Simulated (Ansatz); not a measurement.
**WS2: single-point calculation (part 2 of 2)**

Continued. System: WS2 (36 atoms in the cell). Method: DFT PBE+D3(BJ), scalar-relativistic, plane waves, PAW, no spin polarisation (Ansatz 0.2.0); cutoff 420 eV, 2×2×2 k-mesh, Gaussian smearing of 0.01 eV. The structure derives from a Materials Project entry. It belongs to a series of runs on one base structure; here: the perfect crystal in a cell of 36 atoms.

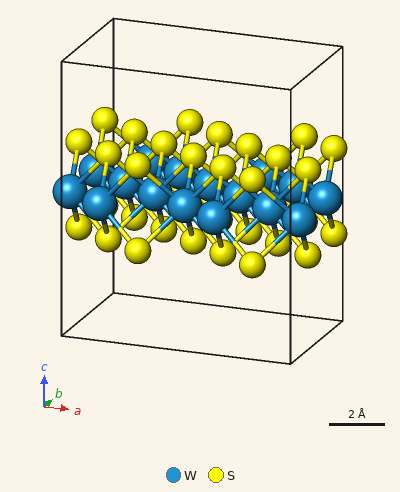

Figure 1. The structure as given in the input (ball-and-stick view of the cell of the calculation, with the vacuum cut short, seen slightly off an axis). An atom can appear more than once, as a periodic image.

**Log, continued**
```
--- Stress (GPa, compression-positive) ---
       -0.014150      -0.000000       0.000000
       -0.000000      -0.014150       0.000000
        0.000000       0.000000       0.001033
  P = ⅓ Tr σ = -0.0091 GPa (-0.091 kbar)
--- Band table (eV) ---
  k-point 0: bands = ["-73.5200", "-73.5084", "-73.5084", "-73.5084", "-73.5084", "-73.5084", "-73.5084", "-73.5014", "-73.5014", "-73.5014", "-73.4991", "-73.4991", "-37.9943", "-37.9943", "-37.9943", "-37.9040", "-37.9040", "-37.8692", "-37.8692", "-37.8459", "-37.8459", "-37.8459", "-37.8459", "-37.8459", "-37.8459", "-37.8154", "-37.7737", "-37.7737", "-37.7737", "-37.7737", "-37.7737", "-37.7737", "-37.7486", "-37.7486", "-37.7486", "-37.7403", "-37.7403", "-37.7213", "-37.7213", "-37.7213",
      "-37.7070", "-37.7070", "-37.7070", "-37.7070", "-37.7070", "-37.7070", "-37.6367", "-37.6367", "-14.4178", "-13.1984", "-13.1984", "-13.1984", "-13.1984", "-13.1984", "-13.1984", "-12.7843", "-12.3300", "-12.3300", "-12.3300", "-12.3300", "-12.3300", "-12.3300", "-12.2287", "-12.2287", "-12.2287", "-12.0030", "-12.0030", "-12.0030", "-11.9002", "-11.9002", "-11.8285", "-11.8285", "-6.1315", "-6.1315", "-6.1315", "-6.0085", "-5.4124", "-5.4124", "-4.9885", "-4.9885",
      "-4.9369", "-4.9369", "-4.9369", "-4.9369", "-4.9369", "-4.9369", "-4.8023", "-4.8023", "-4.8023", "-4.2044", "-4.2044", "-4.2044", "-4.2044", "-4.2044", "-4.2044", "-4.1157", "-4.1157", "-4.0434", "-4.0434", "-4.0434", "-3.5766", "-3.5766", "-3.5766", "-3.5766", "-3.5766", "-3.5766", "-3.4841", "-3.4841", "-3.0629", "-3.0629", "-3.0629", "-3.0629", "-3.0629", "-3.0629", "-2.9878", "-2.9878", "-2.9878", "-2.8760", "-2.8760", "-2.4041",
      "-2.4041", "-2.0171", "-2.0171", "-1.8386", "-1.8386", "-1.8386", "-1.8386", "-1.8386", "-1.8386", "-1.7810", "-1.7795", "-1.7795", "-1.7795", "-1.1568", "-1.1568", "-0.9708", "-0.9708", "-0.9708", "-0.9708", "-0.9708", "-0.9708", "-0.8023", "-0.8023", "-0.8023", "-0.5369", "-0.5369", "-0.5369", "-0.4671", "-0.4671", "-0.4671", "-0.4671", "-0.4671", "-0.4671", "0.2791", "0.4107", "0.4107", "2.3288", "2.3288", "2.4073", "2.4073",
      "2.4073", "2.4073", "2.4073", "2.4073", "3.2432", "3.2432", "3.2432", "3.2432", "3.2432", "3.2432", "3.3496", "3.3496", "3.3600", "3.3600", "3.3600", "3.4305", "3.4305", "3.4305", "3.4305", "3.4305", "3.4305", "3.4821", "3.4821", "3.7041", "3.7041", "3.7770", "3.7770", "3.7770", "4.4589", "4.4589", "4.4589", "4.4811"]
  k-point 1: bands = ["-73.5200", "-73.5084", "-73.5084", "-73.5084", "-73.5084", "-73.5084", "-73.5084", "-73.5014", "-73.5014", "-73.5014", "-73.4991", "-73.4991", "-37.9943", "-37.9943", "-37.9943", "-37.9040", "-37.9040", "-37.8692", "-37.8692", "-37.8459", "-37.8459", "-37.8459", "-37.8459", "-37.8459", "-37.8459", "-37.8154", "-37.7737", "-37.7737", "-37.7737", "-37.7737", "-37.7737", "-37.7737", "-37.7486", "-37.7486", "-37.7486", "-37.7403", "-37.7403", "-37.7213", "-37.7213", "-37.7213",
      "-37.7070", "-37.7070", "-37.7070", "-37.7070", "-37.7070", "-37.7070", "-37.6367", "-37.6367", "-14.4178", "-13.1984", "-13.1984", "-13.1984", "-13.1984", "-13.1984", "-13.1984", "-12.7843", "-12.3300", "-12.3300", "-12.3300", "-12.3300", "-12.3300", "-12.3300", "-12.2287", "-12.2287", "-12.2287", "-12.0030", "-12.0030", "-12.0030", "-11.9002", "-11.9002", "-11.8285", "-11.8285", "-6.1315", "-6.1315", "-6.1315", "-6.0085", "-5.4124", "-5.4124", "-4.9885", "-4.9885",
      "-4.9369", "-4.9369", "-4.9369", "-4.9369", "-4.9369", "-4.9369", "-4.8023", "-4.8023", "-4.8023", "-4.2044", "-4.2044", "-4.2044", "-4.2044", "-4.2044", "-4.2044", "-4.1157", "-4.1157", "-4.0434", "-4.0434", "-4.0434", "-3.5766", "-3.5766", "-3.5766", "-3.5766", "-3.5766", "-3.5766", "-3.4841", "-3.4841", "-3.0629", "-3.0629", "-3.0629", "-3.0629", "-3.0629", "-3.0629", "-2.9878", "-2.9878", "-2.9878", "-2.8760", "-2.8760", "-2.4041",
      "-2.4041", "-2.0171", "-2.0171", "-1.8386", "-1.8386", "-1.8386", "-1.8386", "-1.8386", "-1.8386", "-1.7810", "-1.7795", "-1.7795", "-1.7795", "-1.1568", "-1.1568", "-0.9708", "-0.9708", "-0.9708", "-0.9708", "-0.9708", "-0.9708", "-0.8023", "-0.8023", "-0.8023", "-0.5369", "-0.5369", "-0.5369", "-0.4671", "-0.4671", "-0.4671", "-0.4671", "-0.4671", "-0.4671", "0.2791", "0.4107", "0.4107", "2.3288", "2.3288", "2.4073", "2.4073",
      "2.4073", "2.4073", "2.4073", "2.4073", "3.2432", "3.2432", "3.2432", "3.2432", "3.2432", "3.2432", "3.3496", "3.3496", "3.3600", "3.3600", "3.3600", "3.4305", "3.4305", "3.4305", "3.4305", "3.4305", "3.4305", "3.4821", "3.4821", "3.7041", "3.7041", "3.7770", "3.7770", "3.7770", "4.4589", "4.4589", "4.4589", "4.4811"]
  k-point 2: bands = ["-73.5165", "-73.5165", "-73.5108", "-73.5108", "-73.5038", "-73.5038", "-73.5038", "-73.5038", "-73.5014", "-73.5014", "-73.5004", "-73.5004", "-37.9652", "-37.9652", "-37.9396", "-37.9396", "-37.9396", "-37.9396", "-37.9285", "-37.9285", "-37.8182", "-37.8182", "-37.8026", "-37.8026", "-37.7894", "-37.7894", "-37.7821", "-37.7821", "-37.7774", "-37.7774", "-37.7570", "-37.7570", "-37.7570", "-37.7570", "-37.7486", "-37.7486", "-37.7447", "-37.7447", "-37.7224", "-37.7224",
      "-37.7224", "-37.7224", "-37.7058", "-37.7058", "-37.6792", "-37.6792", "-37.6543", "-37.6543", "-14.0744", "-14.0744", "-13.4681", "-13.4681", "-12.6560", "-12.6560", "-12.5883", "-12.5883", "-12.5883", "-12.5883", "-12.4322", "-12.4322", "-12.2618", "-12.2618", "-12.1156", "-12.1156", "-12.1156", "-12.1156", "-12.0816", "-12.0816", "-11.9770", "-11.9770", "-11.9223", "-11.9223", "-5.7209", "-5.7209", "-5.6038", "-5.6038", "-5.6018", "-5.6018", "-5.6018", "-5.6018",
      "-5.3339", "-5.3339", "-5.1096", "-5.1096", "-5.0775", "-5.0775", "-4.8941", "-4.8941", "-4.4604", "-4.4604", "-4.4604", "-4.4604", "-4.0788", "-4.0788", "-3.9971", "-3.9971", "-3.9971", "-3.9971", "-3.9193", "-3.9193", "-3.7349", "-3.7349", "-3.4909", "-3.4909", "-3.2005", "-3.2005", "-3.1746", "-3.1746", "-3.0532", "-3.0532", "-2.9652", "-2.9652", "-2.9652", "-2.9652", "-2.9226", "-2.9226", "-2.5721", "-2.5721", "-2.3837", "-2.3837",
      "-2.2468", "-2.2468", "-2.0842", "-2.0842", "-1.7852", "-1.7852", "-1.7769", "-1.7769", "-1.5582", "-1.5582", "-1.5582", "-1.5582", "-1.5418", "-1.5418", "-1.5413", "-1.5413", "-1.5413", "-1.5413", "-1.5410", "-1.5410", "-1.2806", "-1.2806", "-0.8667", "-0.8667", "-0.5060", "-0.5060", "-0.5060", "-0.5060", "-0.4932", "-0.4932", "-0.1876", "-0.1876", "-0.0228", "-0.0228", "0.0858", "0.0858", "2.6935", "2.6935", "2.8456", "2.8456",
      "2.8585", "2.8585", "2.9117", "2.9117", "2.9117", "2.9117", "2.9921", "2.9921", "3.0309", "3.0309", "3.1569", "3.1569", "3.1979", "3.1979", "3.4544", "3.4544", "3.4544", "3.4544", "3.6102", "3.6102", "3.8073", "3.8073", "3.8219", "3.8219", "3.9627", "3.9627", "4.0492", "4.0492", "4.1705", "4.1705", "4.1705", "4.1705"]
  k-point 3: bands = ["-73.5165", "-73.5165", "-73.5108", "-73.5108", "-73.5038", "-73.5038", "-73.5038", "-73.5038", "-73.5014", "-73.5014", "-73.5004", "-73.5004", "-37.9652", "-37.9652", "-37.9396", "-37.9396", "-37.9396", "-37.9396", "-37.9285", "-37.9285", "-37.8182", "-37.8182", "-37.8026", "-37.8026", "-37.7894", "-37.7894", "-37.7821", "-37.7821", "-37.7774", "-37.7774", "-37.7570", "-37.7570", "-37.7570", "-37.7570", "-37.7486", "-37.7486", "-37.7447", "-37.7447", "-37.7224", "-37.7224",
      "-37.7224", "-37.7224", "-37.7058", "-37.7058", "-37.6792", "-37.6792", "-37.6543", "-37.6543", "-14.0744", "-14.0744", "-13.4681", "-13.4681", "-12.6560", "-12.6560", "-12.5883", "-12.5883", "-12.5883", "-12.5883", "-12.4322", "-12.4322", "-12.2618", "-12.2618", "-12.1156", "-12.1156", "-12.1156", "-12.1156", "-12.0816", "-12.0816", "-11.9770", "-11.9770", "-11.9223", "-11.9223", "-5.7209", "-5.7209", "-5.6038", "-5.6038", "-5.6018", "-5.6018", "-5.6018", "-5.6018",
      "-5.3339", "-5.3339", "-5.1096", "-5.1096", "-5.0775", "-5.0775", "-4.8941", "-4.8941", "-4.4604", "-4.4604", "-4.4604", "-4.4604", "-4.0788", "-4.0788", "-3.9971", "-3.9971", "-3.9971", "-3.9971", "-3.9193", "-3.9193", "-3.7349", "-3.7349", "-3.4909", "-3.4909", "-3.2005", "-3.2005", "-3.1746", "-3.1746", "-3.0532", "-3.0532", "-2.9652", "-2.9652", "-2.9652", "-2.9652", "-2.9226", "-2.9226", "-2.5721", "-2.5721", "-2.3837", "-2.3837",
      "-2.2468", "-2.2468", "-2.0842", "-2.0842", "-1.7852", "-1.7852", "-1.7769", "-1.7769", "-1.5582", "-1.5582", "-1.5582", "-1.5582", "-1.5418", "-1.5418", "-1.5413", "-1.5413", "-1.5413", "-1.5413", "-1.5410", "-1.5410", "-1.2807", "-1.2807", "-0.8667", "-0.8667", "-0.5060", "-0.5060", "-0.5060", "-0.5060", "-0.4932", "-0.4932", "-0.1876", "-0.1876", "-0.0228", "-0.0228", "0.0858", "0.0858", "2.6935", "2.6935", "2.8456", "2.8456",
      "2.8585", "2.8585", "2.9117", "2.9117", "2.9117", "2.9117", "2.9921", "2.9921", "3.0309", "3.0309", "3.1569", "3.1569", "3.1979", "3.1979", "3.4544", "3.4544", "3.4544", "3.4544", "3.6101", "3.6101", "3.8074", "3.8074", "3.8219", "3.8219", "3.9627", "3.9627", "4.0492", "4.0492", "4.1705", "4.1705", "4.1705", "4.1705"]
```

**Results in brief**

```tsv
quantity	value
outcome	converged
space group (tolerance 0.01 Å)	P-6m2 (187)
electrons treated	312
free energy	−146308.3099 eV
Fermi energy	1.370 eV
gap on the k-point mesh	1.92 eV
pressure	−0.01 GPa
largest force (length of the vector)	0.004 eV/Å
hardware	4 threads of Arm Neoverse V1, 24 GiB of memory available, shared host
wall time	36 s (CPU time 2.3 min)
peak memory	6 GiB
```

**Notes**

The program warns: the exchange-correlation potential is rough where the density is thin. Spin–orbit coupling is left out, which matters for W.
